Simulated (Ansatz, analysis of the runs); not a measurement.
# Transmission past a defect: Ta wire along [100], 4 atoms a period, S in place of one Ta, part 3 of 3

Aim: how much does this defect scatter, and at which energies?

Ansatz 0.2.0; DFT PBE, plane waves, PAW; relaxation of a wire's period (the session's first sound run).

So far. Step 2 (Relaxing the period): The cell's length comes to 3.159 Å with spin left out. Step 3 (The perfect wire): At the computed energy nearest the Fermi level there are 3 channels a spin, and the thermal average gives 3.16 G₀.

**4. Relaxing the junction (continued)**

Level of this step: DFT PBE, plane waves, PAW; relaxation of a junction in a wire, ends held (Ansatz).

Relaxation path:

```csv
step,energy less that of the first step (eV),largest force component (eV/Å)
1,0.0000,0.5720
2,-0.1984,0.9390
3,-0.3997,0.2944
4,-0.4316,0.2431
5,-0.4495,0.4382
6,-0.4711,0.2030
7,-0.4788,0.0800
8,-0.4803,0.0412
```

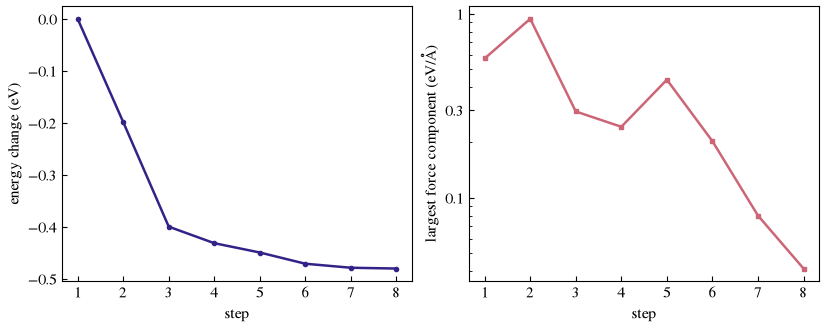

Energy and largest force along the relaxation.

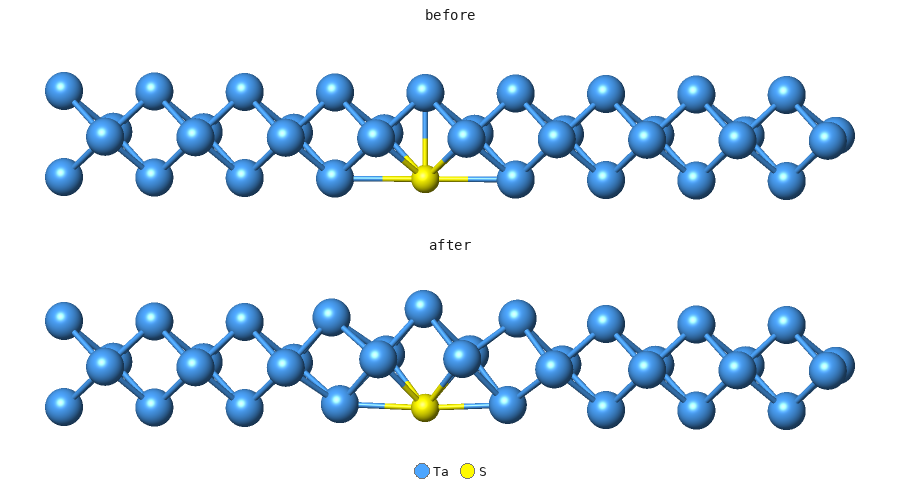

Before and after, at one scale.

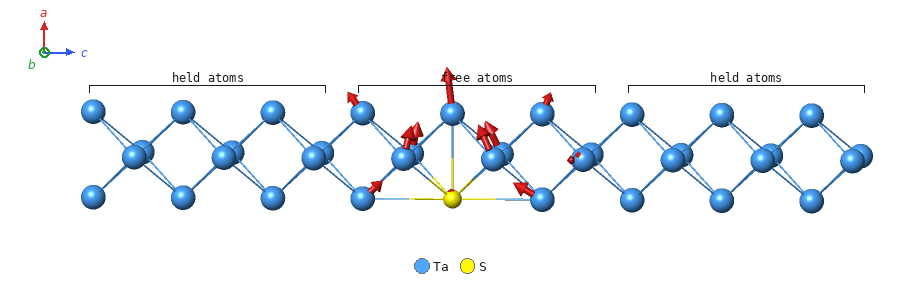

Displacements in the relaxation, exaggerated; the longest in the cell stands for 0.49 Å.

The atoms that moved most (Å):

```csv
atom,dx,dy,dz,length
Ta18,0.489,0.000,-0.059,0.492
Ta19,0.335,0.076,-0.155,0.377
Ta20,0.335,-0.076,-0.155,0.377
Ta15,0.309,0.074,0.067,0.325
Ta16,0.309,-0.074,0.067,0.325
Ta21,0.158,0.000,-0.277,0.319
Ta13,0.154,0.000,0.170,0.229
Ta14,0.173,0.000,-0.122,0.212
```

Numbers from this step:

```yaml
energy_at_zero_smearing: -348461.8469 eV
```

The largest force component on a free atom ends at 0.041 eV/Å, under the limit of 0.06. S ends nearest to Ta at 2.70 Å, Ta at 2.70 Å, Ta at 2.73 Å, Ta at 2.73 Å, Ta at 2.89 Å and Ta at 2.98 Å. 1 atom of the wire itself, hydrogen apart, moved by over 0.45 Å, up to 0.49 Å.

**5. Transmission between the leads**

This step: DFT PBE, plane waves, PAW; transmission of a junction in a wire (Ansatz 0.2.0).

The cell is now read as a scatterer between two semi-infinite leads, named by two sites one period apart. The scattering states in its self-consistent potential are matched to the leads' states at each energy. One point across is taken, as for a wire in vacuum.

Input file input.yaml:

```yaml
crystal:
  lattice:
    - [10.12, 0.0, 0.0]
    - [0.0, 10.12, 0.0]
    - [0.0, 0.0, 28.4306451688]
  atoms:
    - { symbol: Ta, position: [0.351691604, 0.5, -1.0e-10] }
    - { symbol: Ta, position: [0.648308396, 0.5, -1.0e-10] }
    - { symbol: Ta, position: [0.5, 0.351691604, 0.0555555559] }
    - { symbol: Ta, position: [0.5, 0.648308396, 0.0555555559] }
    - { symbol: Ta, position: [0.351691604, 0.5, 0.1111111109] }
    - { symbol: Ta, position: [0.648308396, 0.5, 0.1111111109] }
    - { symbol: Ta, position: [0.5, 0.351691604, 0.1666666669] }
    - { symbol: Ta, position: [0.5, 0.648308396, 0.1666666669] }
    - { symbol: Ta, position: [0.351691604, 0.5, 0.2222222219] }
    - { symbol: Ta, position: [0.648308396, 0.5, 0.2222222219] }
    - { symbol: Ta, position: [0.5, 0.351691604, 0.2777777779] }
    - { symbol: Ta, position: [0.5, 0.648308396, 0.2777777779] }
    - { symbol: Ta, position: [0.3668759367, 0.5, 0.3393274724] }
    - { symbol: Ta, position: [0.6653975753, 0.5, 0.3290447686] }
    - { symbol: Ta, position: [0.5305251727, 0.3589914189, 0.3912617957] }
    - { symbol: Ta, position: [0.5305251727, 0.6410085811, 0.3912617957] }
    - { symbol: S, position: [0.3556216605, 0.5, 0.4441933612] }
    - { symbol: Ta, position: [0.6965990864, 0.5, 0.4423706279] }
    - { symbol: Ta, position: [0.5331021418, 0.3592265934, 0.4945556845] }
    - { symbol: Ta, position: [0.5331021418, 0.6407734066, 0.4945556845] }
    - { symbol: Ta, position: [0.3673455356, 0.5, 0.5457986508] }
    - { symbol: Ta, position: [0.6648341251, 0.5, 0.5578459811] }
    - { symbol: Ta, position: [0.4994016021, 0.3538880588, 0.6079163255] }
    - { symbol: Ta, position: [0.4994016021, 0.6461119412, 0.6079163255] }
    - { symbol: Ta, position: [0.351691604, 0.5, 0.6666666669] }
    - { symbol: Ta, position: [0.648308396, 0.5, 0.6666666669] }
    - { symbol: Ta, position: [0.5, 0.351691604, 0.7222222219] }
    - { symbol: Ta, position: [0.5, 0.648308396, 0.7222222219] }
    - { symbol: Ta, position: [0.351691604, 0.5, 0.7777777779] }
    - { symbol: Ta, position: [0.648308396, 0.5, 0.7777777779] }
    - { symbol: Ta, position: [0.5, 0.351691604, 0.8333333329] }
    - { symbol: Ta, position: [0.5, 0.648308396, 0.8333333329] }
    - { symbol: Ta, position: [0.351691604, 0.5, 0.8888888889] }
    - { symbol: Ta, position: [0.648308396, 0.5, 0.8888888889] }
    - { symbol: Ta, position: [0.5, 0.351691604, 0.9444444444] }
    - { symbol: Ta, position: [0.5, 0.648308396, 0.9444444444] }
kpoints:
  mp_grid: { grid: [1, 1, 3] }
scf:
  occupations: { method: fermi_dirac, width: 0.05 }
hamiltonian:
  xc: pbe
output:
  transmission:
    e_range: [-1.26, 1.26]
    de: 0.035
    kmesh: [1, 1]
    reduced_basis: true
    leads: [[32, 0]]
  dos: { projected: true, e_range: [-4, 3] }
  write_potential: true
  write_density: true
  volumetric_format: npy
  elf: true
basis:
  ecutwfc: "350 eV"
```

On the command line:

```bash
$ ansatz run input.yaml --threads 4 --pin off --max-ram 16384MiB --backend cpu --events-out ev --progress --plain --runs-dir out
```

Numbers of over 12 decimals in the logs are rounded to 6 here.

The log of the run:

```text
[...]
Crystal: 36 atoms, lattice volume = 2911.707 Å³
Basis set: ecut = 350 eV, 43371 PW (Γ)
Bands: 277, of which v1, the nominal top of the filled ones, is band 231 counted from 1 (230 counted from 0)
Symmetry: 2 space group operations
[...]
k-points: 2 of 3 (time reversal used)
[...]
SCF iter   1: F=—  HF=-348461.928906 eV  |F-HF|=—  |Δ(HF+E_count)|=         —  Δρ=5.23e-3  dr2=3.23e0  ethr=1.77e-3  ⟨swp⟩=16.5  Hψ=2970  notcnv=0
[...]
SCF iter  11: F=-348461.897866 eV  HF=-348461.897866 eV  |F-HF|=1.95e-8  |Δ(HF+E_count)|=   4.53e-8  Δρ=6.04e-7  dr2=3.48e-8  ethr=2.17e-11  ⟨swp⟩=35.0  Hψ=1664  notcnv=0
SCF 1 converged in 11 iterations: F = -348461.897866 eV  dr2 = 3.48e-8
[...]
transmission: 33 of 198 steps passed
transmission: 66 of 198 steps passed
[...]
transmission: 198 of 198 steps passed
WARN: The output density's exchange-correlation potential varies sharply where the density is thin. Do not read a vacuum level from v_tot or v_xc, or from such a field of the output density. On a cell that repeats whose density bears no net charge and no dipole along the vacuum's axis use v_es (v_loc + v_h of the components); under efield.dipole_correction with no amplitude use v_es + v_field, which holds any externa [...]
SCF converged after 11 iterations
Free energy (F): -348461.897866 eV
[...]
Internal energy: -348461.534656 eV  (E = F + TS)
E sigma→0 (E₀):  -348461.716261 eV
Entropy (-TS):   -0.363210 eV (-10.089 meV/atom)
Fermi energy:    1.640342 eV
[...]
--- Band table (eV) ---
  k-point 0: bands = [... 227 lower, 1.4613, 1.5750, 1.6096, 1.6506, 1.6847, 1.7438, 1.7839, 1.7856, ... 42 higher]
  k-point 1: bands = [... 227 lower, 1.4635, 1.5673, 1.5901, 1.6421, 1.6903, 1.6984, 1.8035, 1.8245, ... 42 higher]
--- Transmission ---
  basis      : 749 plane waves across, 33 finite elements along
  points     : 1, standing for a mesh of 1 x 1
[...]
crystal 0  : Ta4, at the sites [32, 0], period 3.1590 Å, over 18.95 Å; its Hamiltonian steps by up to 21.5 meV
[...]
filled         : 13.7 meV under the level at which it is neutral
    channels       : 3.000000e0 a spin
[...]
junction   : crystal 0 to crystal 0, -0.09 to 25.18 Å
    transmission   : 9.225898e-1 a spin
    error estimate : 4.125725e-4 a spin from the reduction of the transverse basis, at the most 5.117870e-3 at 0.875000 eV
    conductance    : 7.3418e13 S/m² at 300 K (7.1595e13 on every other energy)
    error estimate : 2.5 % from the energy spacing and 0.1 % from band edges of the leads and from resonances (wavevectors taken as independent; lower de), 0.2 % from the reduction of the transverse basis, 44.2 % from the steps of its leads' Hamiltonians or their offsets (lay more layers), 9.3 % from the distance to neutral
    resistance     : 9.4764e-3 Ω µm² beyond half of each lead's own
```

It took 6.4 min on 4 threads of Arm Neoverse V1, shared host; peak memory 4.7 GiB; 20 min of CPU time.

Numbers from this step:

| Quantity | Value |
| --- | --- |
| energy at zero smearing | -348461.7163 eV |
| transmission at the energy nearest the Fermi level, one spin | 0.9226 |
| step of the lead's Hamiltonian | 21.5 meV |
| conductance of the junction | 0.9704 G₀ |

The transmission, one spin by energy, zero at the Fermi level:

```csv
energy (eV),"transmission, one spin"
-1.190,2.66
-1.085,2.20
-1.015,1.65
-0.910,1.35
-0.805,0.687
-0.700,1.16
-0.665,2.00
-0.595,1.25
-0.490,0.795
-0.385,0.479
-0.315,1.14
-0.280,1.20
-0.210,1.13
-0.105,1.15
0.000,0.923
0.105,1.27
0.210,3.05
0.315,3.25
0.385,3.07
0.490,2.73
0.595,2.70
0.700,2.54
0.805,1.68
0.875,3.29
0.910,1.56
1.015,3.00
1.085,3.03
1.155,3.19
1.190,3.15
```

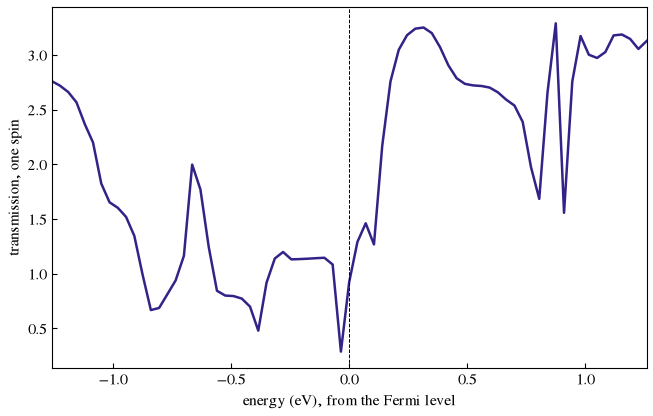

Transmission, one spin, plotted against energy.

The open channels of the lead, one spin by energy, zero at the Fermi level:

```csv
energy (eV),"open channels of the lead, one spin"
-1.2600,7
-1.0150,4
-0.7350,4
-0.4900,4
-0.2450,2
0.0000,3
0.2450,5
0.4900,5
0.7350,6
1.0150,6
1.2600,6
```

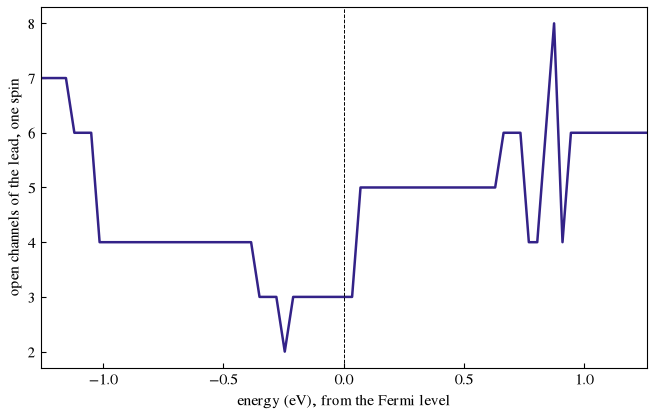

Open channels of the lead, one spin, plotted against energy.

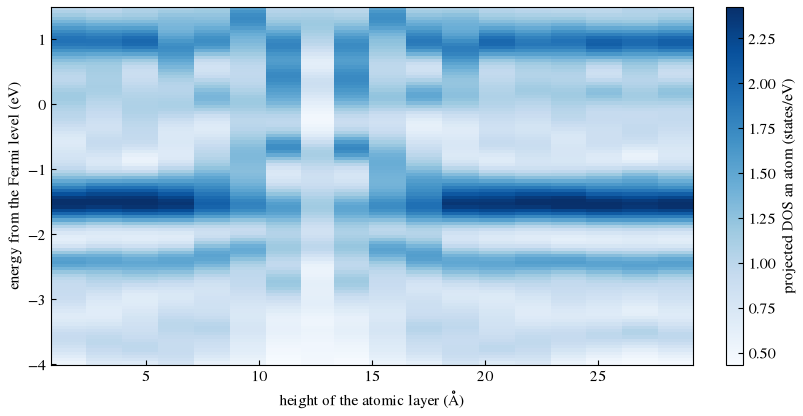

Projected DOS an atom over height of the atomic layer and energy from the Fermi level.  broadened by a Gaussian of 0.15 eV, since few k-points sample the long cell.

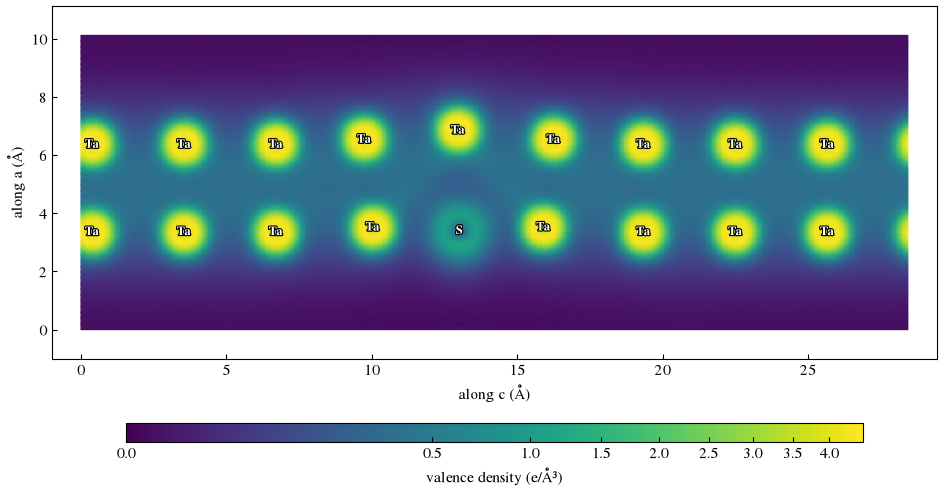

Valence density in the ca plane at fractional y = 0.500, with atoms of Ta and S within 0.2 Å of it. It is the smooth field of the valence electrons, not physical close to the nuclei. The colour scale is stretched toward low values.

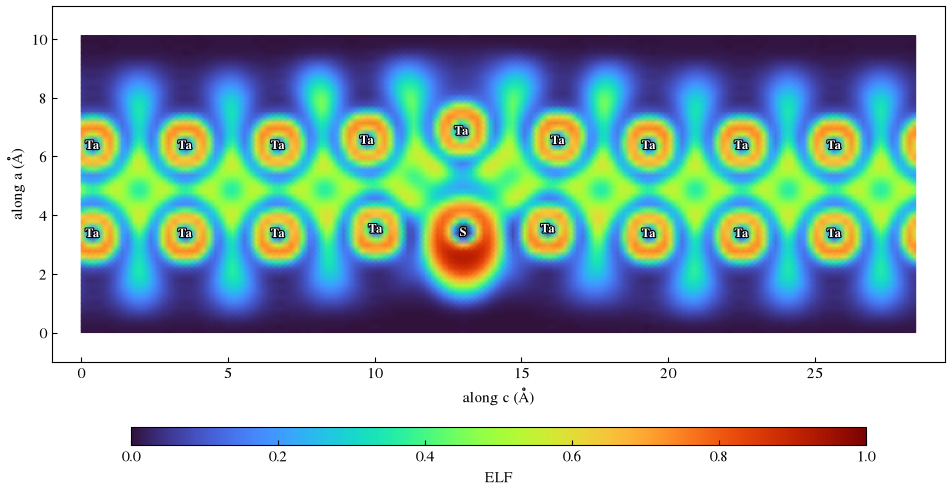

ELF in the ca plane at fractional y = 0.500, with atoms of Ta and S within 0.2 Å of it. It is the smooth field of the valence electrons, not physical close to the nuclei.

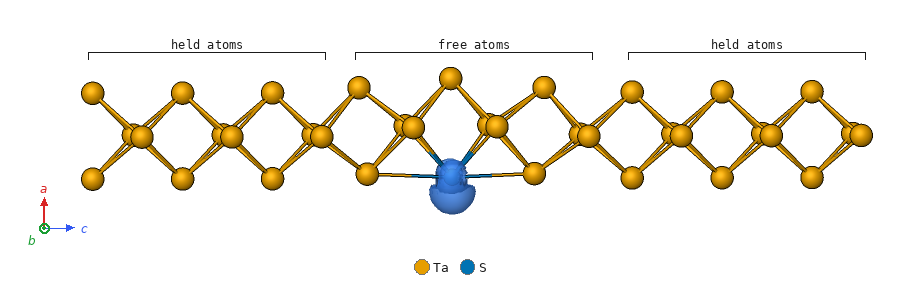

Surface of ELF = 0.84.

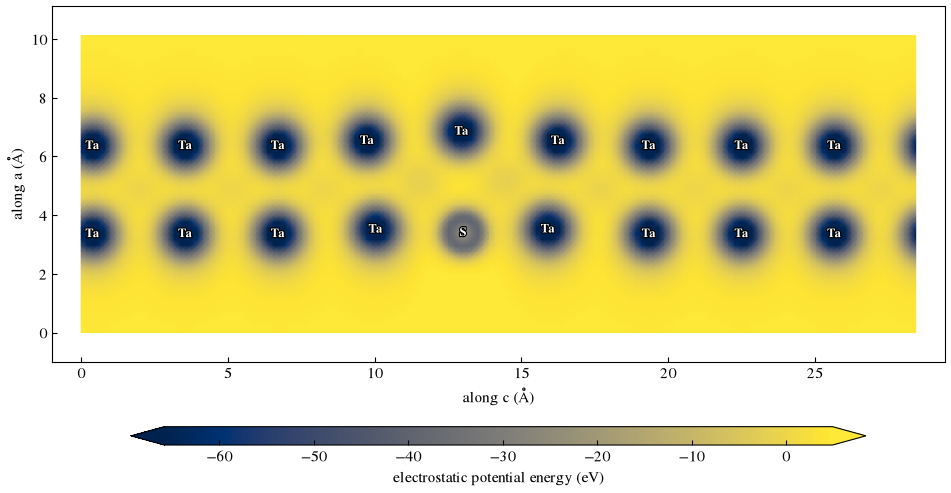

Electrostatic potential energy in the ca plane at fractional y = 0.500, with atoms of Ta and S within 0.2 Å of it. With pseudopotentials it is smooth inside the atoms' cores, unlike the true potential.

By hand: the program gives 7.3418 × 10^13 S/m² over the cell's cross-section of 102.41 Å² = 1.024 × 10^-18 m², so one cell conducts 7.519 × 10^-5 S. Divided by G0 = 2e²/h = 7.748 × 10^-5 S this is 0.970 G0, a resistance of 13.3 kΩ.

The conductance is 0.970 G₀, with 3 channels a spin open in the lead. The lead's Hamiltonian steps by 21.5 meV, which the program lets pass, though it counts in the error estimate. The largest term of the program's error estimate is 44 %.

**6. Landauer integrals**

This step: Landauer integrals over the computed T(E), interpolated linearly between its energies (analysis of the runs above).

Conductance and thermopower are moments of T(E) over the thermal window; sliding the window along E stands for a gate that leaves T(E) rigid.

This step gave:

```
conductance at 300 K, interpolated from T(E) : 0.9543 G₀
thermopower at 300 K                         : -38.04 μV/K
Lorenz number over L0                        : 1.233
```

T(E) held rigid; rough near sharp steps of T(E). Conductance at 300 K against shift of the leads' level:

```csv
shift of the leads' level (eV),conductance at 300 K (G₀)
-0.8,0.810
-0.6,1.32
-0.4,0.718
-0.2,1.13
0.0,0.954
0.2,2.82
0.4,3.00
0.6,2.68
0.8,2.18
```

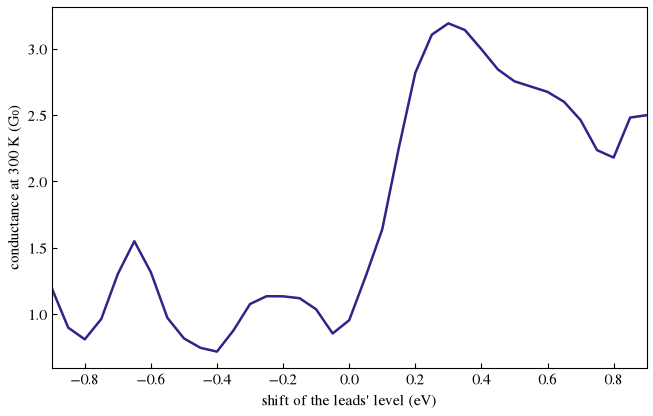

Conductance at 300 K, plotted against shift of the leads' level.

T(E) held rigid; rough near sharp steps of T(E). Table of thermopower at 300 K by shift of the leads' level:

```csv
shift of the leads' level (eV),thermopower at 300 K (μV/K)
-0.900,36.0
-0.800,-6.87
-0.700,-35.6
-0.600,34.6
-0.500,18.6
-0.350,-32.5
-0.250,-3.04
-0.150,5.49
-0.050,11.7
0.050,-37.4
0.150,-39.8
0.250,-8.61
0.350,4.51
0.500,3.36
0.600,3.18
0.700,10.4
0.800,-9.25
0.900,-2.22
```

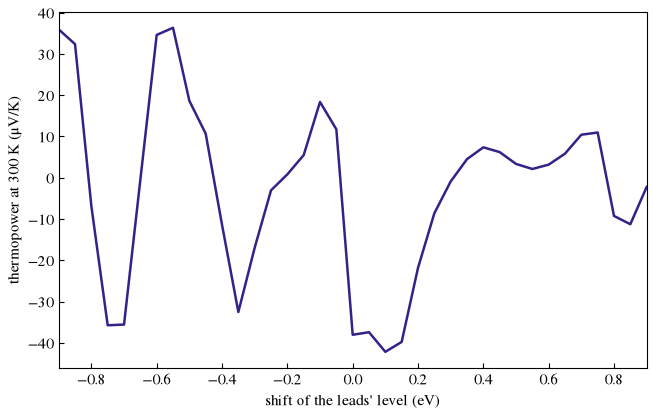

Thermopower at 300 K, plotted against shift of the leads' level.

The two levels move by half the bias each and T(E) is held rigid. Table of current from the zero-bias T(E) by bias:

```csv
bias (V),current from the zero-bias T(E) (μA)
0.000,0
0.100,7.70
0.200,17.0
0.300,28.7
0.400,42.9
0.500,58.9
0.600,75.5
0.700,91.6
0.800,107
0.900,121
1.000,134
1.100,148
1.200,163
1.300,179
1.400,195
1.500,208
1.600,220
1.700,232
1.800,246
1.900,261
```

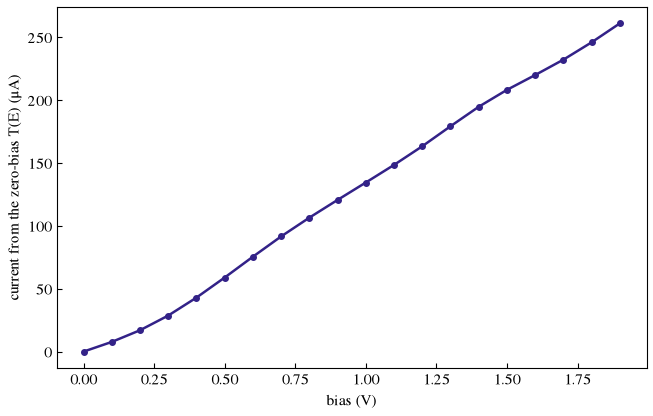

Current from the zero-bias T(E) against bias.

By hand, Mott's formula: S = −(π²k²T/3e) d ln T/dE, and π²k²T/3e = 7.33 μV/K × eV at 300 K. The computed T is 1.08 at -0.070 eV and 1.46 at +0.070 eV, so d ln T/dE ≈ 2.13 per eV and S ≈ -15.6 μV/K, against -38.0 from the integrals. The two differ since ln T is not straight over the thermal window.

The thermopower is -38.0 μV/K. The Lorenz ratio is 1.23, where the Wiedemann-Franz law gives 1. Moving the level by up to 0.1 eV either way gives -42 to 18 μV/K.

**7. Outcome**

```
conductance of the perfect wire   : 3.16 G₀
conductance, S in place of one Ta : 0.970 G₀
thermopower, S in place of one Ta : -38.0 μV/K
```

In words: Summed over the computed window, 42 % of the lead's open channels pass the defect; the conductance at 300 K is 0.970 G₀. With S in place of one Ta, 30 % of the conductance of that run's own lead (3.19 G₀) is left. Transport is coherent and elastic here: the atoms are frozen, so scattering by vibrations plays no part. The free region is short: held atoms still bear up to 0.6 eV/Å after a relaxation. Spin-orbit coupling is left out, which matters for the bands of heavy atoms. One term of the program's error estimate for a conductance, of a junction or of the perfect wire, reaches 44 % in this session. A junction with open d shells ran without spin, after the few moments seeded in its relaxation died away; moments on all d atoms were not tried. A cutoff under the files' recommended one was taken to save time; its effect on T(E) was not tested here. A cell with an odd number of electrons ran without spin; a level of the scatterer near the Fermi level could split if spin were allowed.

[Logs are printed without paths, hosts, clocks, repeated set-up lines and the standing remarks that a program may print on its own settings, such as how far it seeks lower states.]

[Hosts, paths, dates, database ids (printed as entryN), source tags and the programs' standing remarks are cut or masked in the printed files.]
